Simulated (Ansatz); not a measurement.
Geometry relaxation, with input and output: Bi (part 2 of 2)

Bi (2 atoms in the cell); DFT PBE+D3(BJ), scalar-relativistic, plane waves, PAW, no spin polarisation (Ansatz 0.2.0); cutoff 420 eV, 12×12×12 k-mesh, Gaussian smearing of 0.1 eV. The structure was built on a prototype by a generator; it need not be a known phase.

Geometry of the input (Å; fractional positions):
```
2.2637  1.3069  3.9284
-2.2637  1.3069  3.9284
0.0000  -2.6139  3.9284
Bi 0.2353  0.2353  0.2353
Bi 0.7647  0.7647  0.7647
```

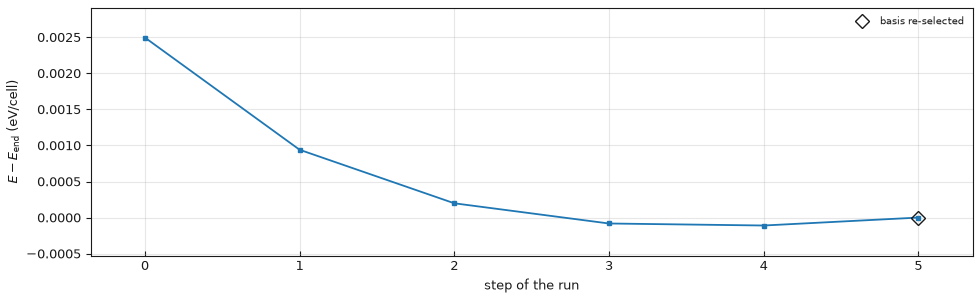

Fig. 1: Progress of the relaxation, step by step (the first geometry is step 0 here and step 1 in the log).

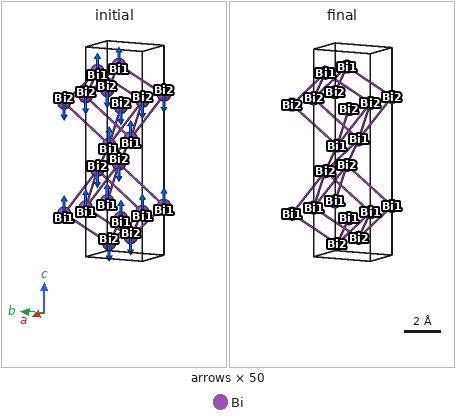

Fig. 2: Before (left) and after (right) the relaxation, at one scale (ball-and-stick view of the cell 3 times as large as that of the calculation, set on its symmetry axes, repeated 2 × 1 × 1, seen at an oblique angle). The blue arrows give the displacements (without the part carried along by the change of the cell), magnified 50 times. After 4 geometry steps the energy has fallen by 2.6 meV per cell of the calculation. The largest force component goes from 0.12 to 0.0007 eV/Å. Pressure: 0.04 GPa at the start and 0.00 GPa at the end. The largest moves relative to the cell, 0.021 Å, are those of Bi1 and Bi2. Cell: a = b 4.527 → 4.533 Å (+0.1 %), c 11.785 → 11.659 Å (−1.1 %). Volume −0.8 %. Among the contacts that change: Bi1–Bi2 3.489 → 3.448 Å. The space group stays R-3m (No. 166). A last SCF at the same geometry on a re-selected plane-wave basis shifts the energy by +0.1 meV per cell of the calculation. (Atoms are counted from 1 in the order of the input.)

```
basis re-selected at this cell: Δ(F+E_penalty+E_count) = +1.099e-4 eV, ΔP = +0.001 GPa vs the last step (what re-selecting the basis moved, of the pressure what is left beyond the Pulay correction that the steps carried, after the strain that the cell walked since its last selection, with what the two solves' SCF thresholds leave and, on support functions, any second-order correction that the steps lacked; it is no measure of the basis error at this ecutwfc). This SCF's stress stands 6.81e-3 GPa from its target on what of the cell is left free (relax.cell.stress_tol is 5.00e-2 GPa) and its largest allowed force component is 6.96e-4 eV/Å (relax.f_tol is 5.00e-3 eV/Å): within both
SCF converged after 5 iterations
Free energy (F): -24793.997958 eV
Harris-Foulkes:  -24793.997958 eV  (|F-HF|=2.18e-11)
Internal energy: -24793.996797 eV  (E = F + TS)
E sigma→0 (E₀):  -24793.997377 eV
Entropy (-TS):   -0.001160 eV (-0.580 meV/atom)
Fermi energy:    9.967647 eV
--- Per-component energies (eV) ---
  E_band       = -210.753773
  E_kinetic    = 605.220636
  E_local      = -3077.919247  (includes V_loc(G=0)·N_el)
  E_nonlocal   = 1118.976812
  E_hartree    = 1001.783842
  E_xc         = -302.497692
  E_vxc        = -288.462342  (∫ρ·V_xc dr)
  E_paw        = -21326.418934  (= ΣΔE_a)
  E_vpaw       = -572.136470  (= ΣTr[D̂ρ^β])
  E_aug_tail   = -0.000877  (compensation charges beyond the density's cutoff)
  E_ewald      = -2812.217548
  E_disp       = -0.923790  (pairwise vdW)
  E_smearing   = -0.001160  (= −TS)
  E_closure    = -0.000000  (closes the sum)
  Σ components = -24793.997958   (vs F -24793.997958, Δ=0.00e0)
--- Forces (eV/Å), atoms counted from 1 ---
  atom   1  Bi     0.00000000     0.00000000    -0.00069645
  atom   2  Bi    -0.00000000    -0.00000000     0.00069645
  max |Σ_I F_I| component: 1.85e-17 eV/Å
--- Stress (GPa, compression-positive) ---
        0.003416       0.000000      -0.000000
        0.000000       0.003416       0.000000
       -0.000000       0.000000      -0.006805
  P = ⅓ Tr σ = 0.0000 GPa (0.000 kbar)
--- Band table (eV; the first three rows and the last of 189) ---
  k-point 0: bands = ["-12.9814", "-12.9814", "-12.8279", "-12.8279", "-12.8172", "-12.6398", "-12.6330", "-12.6330", "-12.5059", "-12.5059", "-3.1677", "2.5800", "8.4656", "8.7334", "8.7334", "12.7253", "13.0166", "13.0166", "15.4785"]
  k-point 1: bands = ["-12.9755", "-12.9746", "-12.8253", "-12.8240", "-12.8137", "-12.6429", "-12.6362", "-12.6355", "-12.5136", "-12.5123", "-3.1015", "2.4175", "8.5008", "8.7365", "8.7490", "12.5621", "12.6819", "12.8227", "15.2152"]
  k-point 2: bands = ["-12.9584", "-12.9545", "-12.8181", "-12.8129", "-12.8032", "-12.6529", "-12.6456", "-12.6420", "-12.5356", "-12.5306", "-2.9042", "1.9717", "8.5717", "8.7515", "8.8137", "11.8907", "12.2314", "12.3460", "14.9932"]
  k-point 188: bands = ["-12.8661", "-12.8661", "-12.7820", "-12.7820", "-12.7660", "-12.6877", "-12.6706", "-12.6706", "-12.6325", "-12.6325", "-1.7374", "-0.1597", "9.1752", "9.4487", "9.4487", "10.4889", "10.4889", "10.5352", "17.2566"]
--- Relaxed structure (5 steps of the walk, 5 accepted, 1 SCFs on fresh bases) ---
  F+E_penalty+E_count = -24793.99795764 eV   max|allowed force component| = 6.964e-4 eV/Å   (the final SCF, on the basis selected at the relaxed cell)
  cell:  # Å, volume = 69.1630 Å³
    - [2.266592089083986, 1.3086175527592279, 3.8863021554219146]
    - [-2.266592089083986, 1.3086175527592279, 3.8863021554219146]
    - [-1.4261313783099717e-33, -2.6172351055679193, 3.886302155405259]
  atoms:
    - { symbol: Bi, position: [0.2370960678772191, 0.2370960678772191, 0.23709606787721907] }
    - { symbol: Bi, position: [0.7629039321227813, 0.7629039321227813, 0.7629039321227812] }
```

Trajectory as extended XYZ (Å, eV, eV/Å), 6 frames, from step=1 to step=6:
```
2
Lattice="2.2637 1.3069 3.9284 -2.2637 1.3069 3.9284 0.0000 -2.6139 3.9284" Properties=species:S:1:pos:R:3:forces:R:3 step=1 energy=-24793.99546 pressure_GPa=0.04
Bi    0.0000    0.0000    2.7731    0.0000   0.0000   0.1152
Bi    0.0000    0.0000    9.0121    0.0000   0.0000  -0.1152
2
Lattice="2.2627 1.3064 3.9271 -2.2627 1.3064 3.9271 0.0000 -2.6128 3.9271" Properties=species:S:1:pos:R:3:forces:R:3 step=2 energy=-24793.99702 pressure_GPa=-0.28
Bi    0.0000    0.0000    2.7918    0.0000   0.0000  -0.0365
Bi    0.0000    0.0000    8.9895    0.0000   0.0000   0.0365
2
Lattice="2.2628 1.3065 3.9104 -2.2628 1.3065 3.9104 0.0000 -2.6129 3.9104" Properties=species:S:1:pos:R:3:forces:R:3 step=3 energy=-24793.99776 pressure_GPa=-0.06
Bi    0.0000    0.0000    2.7784    0.0000   0.0000  -0.0018
Bi    0.0000    0.0000    8.9528    0.0000   0.0000   0.0018
2
Lattice="2.2653 1.3079 3.8913 -2.2653 1.3079 3.8913 0.0000 -2.6157 3.8913" Properties=species:S:1:pos:R:3:forces:R:3 step=4 energy=-24793.99804 pressure_GPa=0.03
Bi    0.0000    0.0000    2.7663    0.0000   0.0000   0.0074
Bi    0.0000    0.0000    8.9075    0.0000   0.0000  -0.0074
2
Lattice="2.2666 1.3086 3.8863 -2.2666 1.3086 3.8863 0.0000 -2.6172 3.8863" Properties=species:S:1:pos:R:3:forces:R:3 step=5 energy=-24793.99807 pressure_GPa=-0.00
Bi    0.0000    0.0000    2.7643    0.0000   0.0000  -0.0007
Bi    0.0000    0.0000    8.8946    0.0000   0.0000   0.0007
2
Lattice="2.2666 1.3086 3.8863 -2.2666 1.3086 3.8863 0.0000 -2.6172 3.8863" Properties=species:S:1:pos:R:3:forces:R:3 step=6 energy=-24793.99796 pressure_GPa=0.00
Bi    0.0000    0.0000    2.7643    0.0000   0.0000  -0.0007
Bi    0.0000    0.0000    8.8946    0.0000   0.0000   0.0007
```

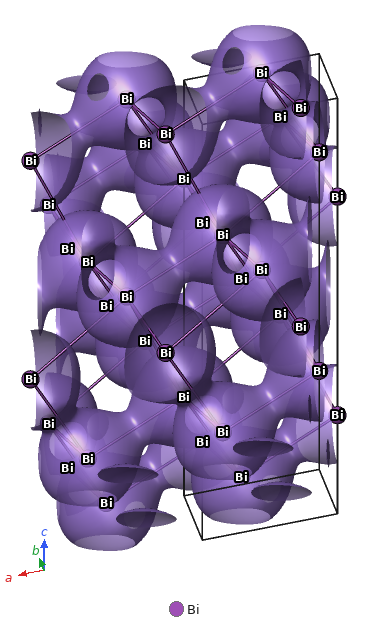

Fig. 3: Isosurface of the valence electron density at 0.2 e/Å³ (purple), seen at an oblique angle. Sticks mark near contacts. The outline is the cell set on symmetry axes. At this value the density is joined into sheets; it holds about 85 % of the electrons treated as valence (semicore included). It is pinched off along the Bi–Bi (3.45 Å) contacts. On the grid the lowest density along these lines, outside the cores, is 0.28 e/Å³ (Bi–Bi, 3.09 Å) and 0.15 e/Å³ (Bi–Bi, 3.45 Å). In a PAW calculation such maps are meaningful between the atoms, not at the nuclei.

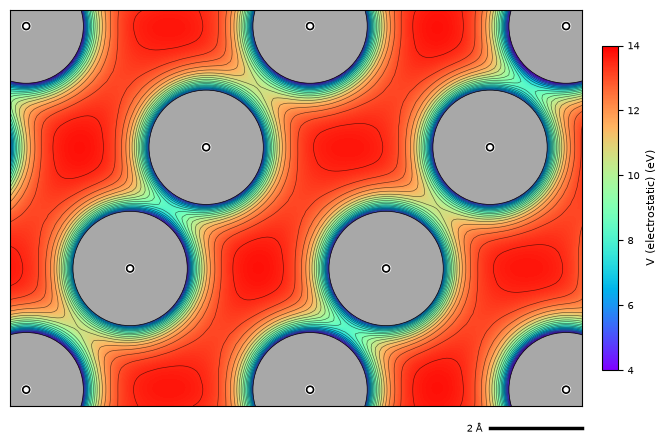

Fig. 4: Electrostatic potential energy of an electron on the (110) plane of the conventional cell. Circles mark the nuclei in the plane (Bi). Grey discs, where drawn, cover atomic cores. The section cuts through Bi sites. Outside the cores the potential energy rises away from the atoms and is highest about 2.8 Å from the nearest atoms; outside the discs it spans about 9 eV, and its zero is arbitrary.
